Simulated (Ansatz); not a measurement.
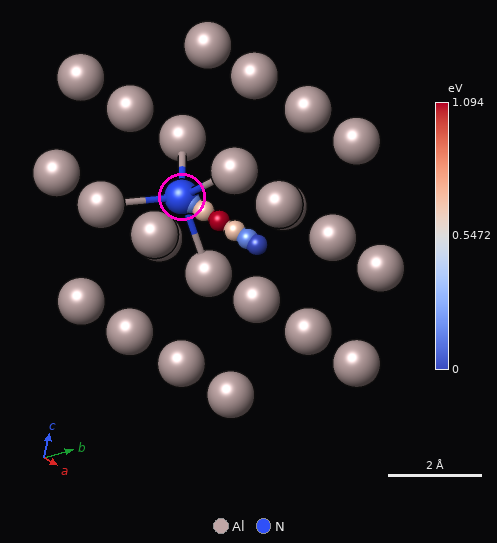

A nudged-elastic-band calculation for a defect cell of composition Al27N (28 atoms in the cell). Images are numbered from 0 (start) to 6 (end). The start is drawn whole; smaller spheres mark the moving atoms (N) in the later images, joined by lines and coloured by the energy of the image relative to the start. Style: ball-and-stick. Shown: the atoms within 4.6 Å of the middle of the path, slightly off an axis. The moving atom is ringed, with any periodic copies. Bonds to atoms that aren't drawn are left out.

These are results of DFT PBE, scalar-relativistic, plane waves, PAW (Ansatz), not measurements. Run with plane-wave cutoff 420 eV; k-point mesh 3 × 3 × 3; Gaussian smearing 0.1 eV; 5 movable images; climbing image.

**Describe the path and its energy.**

The N atom travels furthest, 2.04 Å from end to end, along [1 1 −1], on a straight line. At the highest image its nearest neighbour (Al) is 1.81 Å away, against 1.87 Å at the start, and the surrounding atoms stand up to 0.28 Å off the mean of their end positions. The two ends have the same energy, and the highest point, image 3, lies 1.09 eV above the start. The band is converged.

Cost: 8.6 min on 4 threads of Arm Neoverse V1 (shared host), peak memory 2.9 GiB.
